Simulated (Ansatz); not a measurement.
# Single-point calculation of B32N33 (part 2 of 3)

Continued. System: B32N33 (defect cell, 65 atoms in the cell). Method: DFT PBE, scalar-relativistic, plane waves, PAW, spin-polarised (Ansatz 0.2.0); cutoff 420 eV, 3×3×3 k-mesh, Gaussian smearing of 0.05 eV, collinear spins. The structure derives from a Materials Project entry.

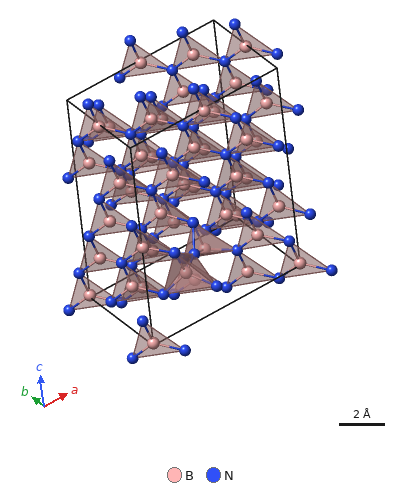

The input geometry (polyhedral view of the cell of the calculation, seen slightly off an axis; polyhedra are completed across the faces of the cell). An atom can appear more than once, as a periodic image.

Log, continued
```
SCF iter   1: F=—  HF=-17779.718392 eV  |F-HF|=—  |Δ(HF+E_count)|=         —  Δρ=7.43e-2 (↑7.32e-2 ↓7.43e-2)  dr2=1.25e2  dr2_m=4.18e-1  M=1.000 μB ∫|m|=1.043 μB  β_m=0.30  ethr=3.10e-3  ⟨swp⟩=6.1  Hψ=25036  notcnv=0  defer=399
preconditioner: auto → Resta (q_TF=auto, 2.385 Å⁻¹)  ε∞=3.1  [insulator: Δε(μ)=0.400 eV  Ē_g=16.969 eV  σ=0.050 eV  W_gap=1.00  n_scr=142 (ndim 8)  ℏωp=24.8 eV  f_vac=0.000  D(μ)=0.00/eV (n_scr^D=0)  ε∞_Penn≈3.1]
spin=Collinear: Resta preconditioning applied to the charge; magnetization (m = ρ↑ − ρ↓) channel mixes plain (no charge-response kernel on spin).
SCF iter   2: F=—  HF=-17750.539534 eV  |F-HF|=—  |Δ(HF+E_count)|=    2.92e1  Δρ=4.25e-2 (↑4.22e-2 ↓4.25e-2)  dr2=4.09e1  dr2_m=1.83e-1  M=1.000 μB ∫|m|=1.039 μB  β_m=0.30  ethr=3.10e-3  ⟨swp⟩=2.9  Hψ=10275  notcnv=0  defer=1648
SCF iter   3: F=—  HF=-17737.781155 eV  |F-HF|=—  |Δ(HF+E_count)|=    1.28e1  Δρ=2.02e-2 (↑2.00e-2 ↓2.02e-2)  dr2=6.55e0  dr2_m=4.71e-2  M=1.000 μB ∫|m|=1.050 μB  β_m=0.30  ethr=3.10e-3  ⟨swp⟩=3.4  Hψ=9152  notcnv=0  defer=1648
SCF iter   4: F=—  HF=-17735.737185 eV  |F-HF|=—  |Δ(HF+E_count)|=    2.04e0  Δρ=6.34e-3 (↑4.13e-3 ↓6.34e-3)  dr2=4.90e-1  dr2_m=4.95e-2  M=1.000 μB ∫|m|=1.051 μB  β_m=0.30  ethr=2.51e-3  ⟨swp⟩=2.5  Hψ=9323  notcnv=0  defer=1667
SCF iter   5: F=—  HF=-17735.734546 eV  |F-HF|=—  |Δ(HF+E_count)|=   2.64e-3  Δρ=4.09e-3 (↑3.18e-3 ↓4.09e-3)  dr2=1.70e-1  dr2_m=2.36e-2  M=1.000 μB ∫|m|=1.061 μB  β_m=0.30  ethr=1.88e-4  ⟨swp⟩=2.2  Hψ=7245  notcnv=0  defer=1667
SCF iter   6: F=—  HF=-17735.791659 eV  |F-HF|=—  |Δ(HF+E_count)|=   5.71e-2  Δρ=2.17e-3 (↑2.17e-3 ↓1.91e-3)  dr2=3.84e-2  dr2_m=1.07e-2  M=1.000 μB ∫|m|=1.066 μB  β_m=0.30  ethr=6.50e-5  ⟨swp⟩=2.3  Hψ=8518  notcnv=0  defer=1666
SCF iter   7: F=—  HF=-17735.827729 eV  |F-HF|=—  |Δ(HF+E_count)|=   3.61e-2  Δρ=1.46e-3 (↑1.11e-3 ↓1.46e-3)  dr2=5.64e-3  dr2_m=7.54e-3  M=1.000 μB ∫|m|=1.072 μB  β_m=0.30  ethr=1.47e-5  ⟨swp⟩=2.0  Hψ=8133  notcnv=0  defer=1666
SCF iter   8: F=—  HF=-17735.832005 eV  |F-HF|=—  |Δ(HF+E_count)|=   4.28e-3  Δρ=9.27e-4 (↑9.07e-4 ↓9.27e-4)  dr2=8.72e-4  dr2_m=4.16e-3  M=1.000 μB ∫|m|=1.078 μB  β_m=0.30  ethr=2.16e-6  ⟨swp⟩=2.0  Hψ=7504  notcnv=0  defer=1666
SCF iter   9: F=—  HF=-17735.834687 eV  |F-HF|=—  |Δ(HF+E_count)|=   2.68e-3  Δρ=6.86e-4 (↑6.86e-4 ↓6.75e-4)  dr2=1.05e-4  dr2_m=2.45e-3  M=1.000 μB ∫|m|=1.082 μB  β_m=0.30  ethr=3.34e-7  ⟨swp⟩=2.0  Hψ=7505  notcnv=0  defer=1666
Mixer restart at iter 9: flushing history
spin-set hold released at iteration 9 (site moments contracting): the magnetisation degrees of freedom join the quasi-Newton model from the next iteration; the mixer history was flushed
SCF iter  10: F=—  HF=-17735.835780 eV  |F-HF|=—  |Δ(HF+E_count)|=   1.09e-3  Δρ=5.58e-4 (↑5.13e-4 ↓5.58e-4)  dr2=1.04e-4  dr2_m=1.52e-3  M=1.000 μB ∫|m|=1.086 μB  β_m=0.65  ethr=4.04e-8  ⟨swp⟩=2.1  Hψ=7508  notcnv=0  defer=1666
SCF iter  11: F=—  HF=-17735.837502 eV  |F-HF|=—  |Δ(HF+E_count)|=   1.72e-3  Δρ=1.44e-4 (↑1.44e-4 ↓8.65e-5)  dr2=2.62e-4  dr2_m=9.85e-6  M=1.000 μB ∫|m|=1.099 μB  β_m=0.57  ethr=4.00e-8  ⟨swp⟩=3.1  Hψ=11175  notcnv=0  defer=1666
SCF iter  12: F=—  HF=-17735.837460 eV  |F-HF|=—  |Δ(HF+E_count)|=   4.23e-5  Δρ=3.63e-5 (↑3.63e-5 ↓3.61e-5)  dr2=1.50e-5  dr2_m=4.72e-6  M=1.000 μB ∫|m|=1.100 μB  β_m=0.76  ethr=4.00e-8  ⟨swp⟩=2.3  Hψ=7512  notcnv=0  defer=1666
SCF iter  13: F=—  HF=-17735.838207 eV  |F-HF|=—  |Δ(HF+E_count)|=   7.48e-4  Δρ=7.69e-6 (↑7.69e-6 ↓6.49e-6)  dr2=7.56e-7  dr2_m=1.37e-7  M=1.000 μB ∫|m|=1.100 μB  β_m=0.85  ethr=5.76e-9  ⟨swp⟩=2.0  Hψ=9008  notcnv=0  defer=1666
SCF iter  14: F=—  HF=-17735.838207 eV  |F-HF|=—  |Δ(HF+E_count)|=   1.30e-7  Δρ=3.25e-6 (↑3.25e-6 ↓3.25e-6)  dr2=2.31e-7  dr2_m=4.36e-9  M=1.000 μB ∫|m|=1.100 μB  β_m=0.76  ethr=2.90e-10  ⟨swp⟩=2.1  Hψ=7508  notcnv=0  defer=1666
SCF iter  15: F=—  HF=-17735.838207 eV  |F-HF|=—  |Δ(HF+E_count)|=   3.53e-8  Δρ=1.45e-6 (↑7.37e-7 ↓1.45e-6)  dr2=2.45e-8  dr2_m=2.03e-9  M=1.000 μB ∫|m|=1.100 μB  β_m=0.83  ethr=3.83e-11  ⟨swp⟩=19.3  Hψ=42862  notcnv=0
SCF iter  16: F=-17735.838207 eV  HF=-17735.838207 eV  |F-HF|=2.63e-9  |Δ(HF+E_count)|=   4.60e-9  Δρ=4.91e-7 (↑4.21e-7 ↓4.91e-7)  dr2=4.47e-9  dr2_m=9.63e-11  M=1.000 μB ∫|m|=1.100 μB  ethr=9.39e-12  ⟨swp⟩=3.0  Hψ=12019  notcnv=0
SCF 1 converged in 16 iterations: F = -17735.838207 eV  dr2 = 4.47e-9
  greatest PAW one-centre occupation: 0.824 electrons in one spin orbital (limit 2), on the N atom at site 64 (counted from 0), in its partial waves of l = 0
SCF converged after 16 iterations
Magnetization: 1.0000 μB (131.0000 up, 130.0000 down)
Absolute magnetization: 1.1020 μB (∫|ρ↑−ρ↓|, with the PAW one-centre terms)
Spin contamination: 0.0033 ħ² per cell (⟨S²⟩ above its minimum at these occupations)
Per-site moments (μB) at R_I (Å): [(7.694698217831048e-5, 0.5940878491898262), (2.0703884071520148e-5, 0.5905586045863571), (0.00016157216551356723, 0.5948770963590959), (-7.107462689872221e-5, 0.5946870742505906), (7.932578732721637e-5, 0.5940867045739427), (2.508852761566187e-5, 0.5905763616343861), (0.007424950381215786, 0.5845062296316272), (-1.0794325679783393e-5, 0.5925669614415755), (0.00023242759819904615, 0.595509306281579), (2.0035203891144623e-5, 0.5904824366654603), (0.0007095443387464889, 0.5954486100666404), (0.00018613779050345174, 0.595330211946704), (0.0005422957940083279, 0.5899769663298052), (0.007469854892131626, 0.584499431383117), (-6.974500346901168e-5, 0.5946681911684195), (0.00036846934213928274, 0.5908400167634376), (0.000159883357043797, 0.5948947840554346), (0.0003670635639998675, 0.5908243273820564), (0.0009523379863976266, 0.5896792878584349), (0.0007152873286977188, 0.5954360756535136), (0.00018143685123142504, 0.5953053781050057), (0.001912202777827253, 0.5924459854375772), (-6.719635582868932e-5, 0.5947286014540205), (0.000150272460221706, 0.5947697284577219), (-0.004747482125798729, 0.6167168352097809), (-0.00014104536238377716, 0.5946424740515804), (0.001922450842806107, 0.5925319406580649), (0.0009442496961752979, 0.5896764359656331), (0.000701566091332781, 0.5911317290290562), (0.0005213241758084469, 0.5899457975636334), (0.0006942358682335602, 0.5910988162189872), (-0.00478799013927881, 0.6050576034650823), (0.01199537888720929, 0.5896764359656331), (0.0014758528630330042, 0.5947286014540205), (0.001688079138442153, 0.5946681911684195), (0.04436031532401718, 0.5910988162189872), (0.012145790642966909, 0.5896792878584349), (0.0015114135180822896, 0.5947497157708763), (0.0008822946677836703, 0.5946278191920994), (0.013261525209430863, 0.6099728377184505), (0.0013347826678539753, 0.5959535883852155), (3.618767084747087e-6, 0.5940867045739427), (0.0004846776910803633, 0.5964054779458421), (0.000802463677270462, 0.5947505962402121), (0.0015373763208665196, 0.5908243273820564), (0.0008987000306748921, 0.594627709574062), (0.045488250282583215, 0.5911317290290562), (0.0028637723973604736, 0.5872572062066511), (0.001722773623562755, 0.5946870742505906), (0.0027707043695585198, 0.5872527415309964), (0.001930914492526469, 0.5845062296316272), (0.00047073784517862353, 0.5963902946213305), (0.0007832244380019672, 0.5947593268338195), (0.0006379147059806242, 0.5948947840554346), (-0.0009730216637037902, 0.5946424740515804), (-4.2745808295435295e-5, 0.5925669614415755), (0.0019376145528825365, 0.5954360756535136), (-0.00029414976834152534, 0.5905586045863571), (0.0006380465558987186, 0.5948770963590959), (0.0019033377119553002, 0.584499431383117), (0.0027796646276028645, 0.5955469275232854), (0.0015265117538845387, 0.5908400167634376), (0.0028222080709354217, 0.5955395129828438), (7.152711658397936e-5, 0.5904824366654603), (0.3859748760274423, 0.6099728377184505)]
Free energy (F): -17735.838207 eV
Harris-Foulkes:  -17735.838207 eV  (|F-HF|=2.63e-9)
Internal energy: -17735.838207 eV  (E = F + TS)
E sigma→0 (E₀):  -17735.838207 eV
Fermi energy:    5.453477 eV
--- Per-component energies (eV) ---
  E_band       = -628.768759
  E_kinetic    = 6010.361996
  E_local      = -11611.952965  (includes V_loc(G=0)·N_el)
  E_nonlocal   = 1898.092613
  E_hartree    = 3782.620024
  E_xc         = -3012.961281
  E_vxc        = -3740.142347  (∫ρ·V_xc dr)
  E_paw        = -6745.670151  (= ΣΔE_a)
  E_vpaw       = -750.369212  (= ΣTr[D̂ρ^β])
  E_aug_tail   = 0.003291  (compensation charges beyond the density's cutoff)
  E_ewald      = -8056.331735
  E_smearing   = -0.000000  (= −TS)
  E_closure    = 0.000000  (closes the sum)
  Σ components = -17735.838207   (vs F -17735.838207, Δ=0.00e0)
--- Forces (eV/Å), atoms counted from 1 ---
  atom   1  B     -0.00106112     0.00436139    -0.00263462
  atom   2  B      0.01000380     0.00359249     0.00111814
  atom   3  B      0.00181055    -0.00160090    -0.00435245
  atom   4  B      0.00255881     0.00130549     0.00411961
  atom   5  B     -0.00049006     0.00700138     0.00382474
  atom   6  B     -0.01006277     0.00439661     0.00325202
  atom   7  B      0.02298426     0.01646956     0.01291458
  atom   8  B     -0.00215597    -0.00039169     0.00382076
  atom   9  B     -0.00009925    -0.00894976    -0.00094553
  atom  10  B     -0.00115957     0.00209539     0.00345777
  atom  11  B     -0.00015195    -0.00379392     0.00090470
  atom  12  B     -0.00128175    -0.00317633     0.00048723
  atom  13  B     -0.00244002    -0.00116119     0.00152242
  atom  14  B     -0.02543964     0.01827347    -0.00170832
  atom  15  B     -0.00273571     0.00266038    -0.00191466
  atom  16  B     -0.00636954    -0.00036661    -0.00093426
  atom  17  B     -0.00327481    -0.00493360    -0.00370417
  atom  18  B      0.00986989     0.00341222    -0.00175369
  atom  19  B     -0.00361103    -0.01007963    -0.00047808
  atom  20  B     -0.00161327    -0.00518681    -0.00215649
  atom  21  B      0.00019764    -0.00422690    -0.00145151
  atom  22  B     -0.00389435    -0.01723295    -0.00207788
  atom  23  B     -0.00030560     0.00270492    -0.00034546
  atom  24  B     -0.00017934    -0.00087005    -0.00278081
  atom  25  B     -0.00073509     0.03485692    -0.01646025
  atom  26  B      0.00145103    -0.00356837     0.00509265
  atom  27  B      0.00552944    -0.01711837    -0.00133129
  atom  28  B      0.00525019    -0.01177784    -0.00089233
  atom  29  B     -0.00767790     0.01333121     0.00404047
  atom  30  B      0.00183199     0.00007205     0.00508184
  atom  31  B      0.00692414     0.01085987     0.00408014
  atom  32  B      0.00572647    -0.03110631    -0.01564718
  atom  33  N     -0.00272092     0.01528084    -0.00047818
  atom  34  N     -0.00155843     0.00229603    -0.00239012
  atom  35  N      0.00411813    -0.01214645     0.00303563
  atom  36  N     -0.00141601    -0.00250815     0.00682437
  atom  37  N      0.00415193     0.01347103     0.00142911
  atom  38  N     -0.00035692     0.00271008     0.00020569
  atom  39  N      0.00266419     0.00279883    -0.00060755
  atom  40  N      0.00233650     0.00950895    -0.00946743
  atom  41  N      0.00006692    -0.00488593     0.00058254
  atom  42  N      0.00147328    -0.00141579    -0.00088136
  atom  43  N      0.00009823     0.00167990    -0.00215086
  atom  44  N      0.00351702    -0.00073145    -0.00103002
  atom  45  N     -0.00100172     0.00531936     0.00342334
  atom  46  N     -0.00140921     0.00155124     0.00251317
  atom  47  N      0.00281062    -0.00349723     0.00602614
  atom  48  N      0.00136453     0.00063135     0.00136016
  atom  49  N     -0.00510653    -0.01413564     0.00037325
  atom  50  N      0.00294752    -0.00076991    -0.00019694
  atom  51  N     -0.00819477    -0.02244229    -0.00906783
  atom  52  N     -0.00387638     0.00071155    -0.00011526
  atom  53  N      0.00247754    -0.00335501    -0.00322855
  atom  54  N      0.00075777     0.00024573     0.00084940
  atom  55  N     -0.00332008     0.01745299     0.00216802
  atom  56  N     -0.00049019     0.00490945    -0.00034492
  atom  57  N     -0.00076843     0.00897997     0.00278118
  atom  58  N      0.00020597    -0.00665175     0.00347695
  atom  59  N     -0.00055131     0.00131471     0.00025687
  atom  60  N      0.00648813    -0.01181886    -0.00125548
  atom  61  N     -0.00076288     0.00241164     0.00098784
  atom  62  N      0.00514777     0.00273834     0.00140245
  atom  63  N      0.00024118     0.00300634     0.00274561
  atom  64  N     -0.00027788     0.00221015    -0.00294901
  atom  65  N     -0.00846464    -0.01471181     0.00156613
  max |Σ_I F_I| component: 1.03e-5 eV/Å
--- Band table (eV; the first three rows and the last of 28) ---
```
